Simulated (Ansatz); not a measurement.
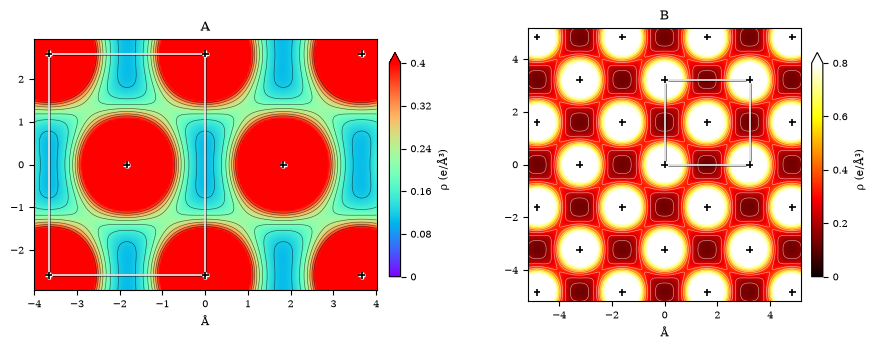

The valence pseudo-density of 2 systems, each on a plane through atoms (crosses mark nuclei in the plane).

Theory: DFT, RPBE, plane waves (420 eV) with PAW, scalar-relativistic (Ansatz).

System 1: C, the (010) plane of the conventional cell. Space group Fm-3m; set up as C, fcc; a generated structure, not necessarily the stable one; changed on purpose from its base cell (volume × 1.12); computed pressure about −13 GPa in this cell.

System 2: Sb, the (101̄) plane of the conventional cell. Space group Im-3m; set up as Sb, bcc; a generated structure, not necessarily the stable one; changed on purpose from its base cell (volume × 0.88); computed pressure about 9 GPa in this cell; computed without spin polarisation.

```cif
data_structure
_symmetry_space_group_name_H-M 'P 1'
_symmetry_Int_Tables_number 1
_cell_length_a 3.6606
_cell_length_b 3.6606
_cell_length_c 3.6606
_cell_angle_alpha 90.000
_cell_angle_beta 90.000
_cell_angle_gamma 90.000
_cell_volume 49.05
loop_
_atom_site_label
_atom_site_type_symbol
_atom_site_fract_x
_atom_site_fract_y
_atom_site_fract_z
_atom_site_occupancy
Sb1 Sb 0.00000 0.00000 0.00000 1
Sb2 Sb 0.50000 0.50000 0.50000 1
```

Q: Match each panel to its system.

A: Panel A is system 2, Sb: the plane holds Sb. Sb–Sb (3.17 Å): ρ at the midpoint is about 0.22 e/Å³. Panel B is system 1, C: the plane holds C. C–C (2.28 Å): ρ is about 0.32 e/Å³ halfway.
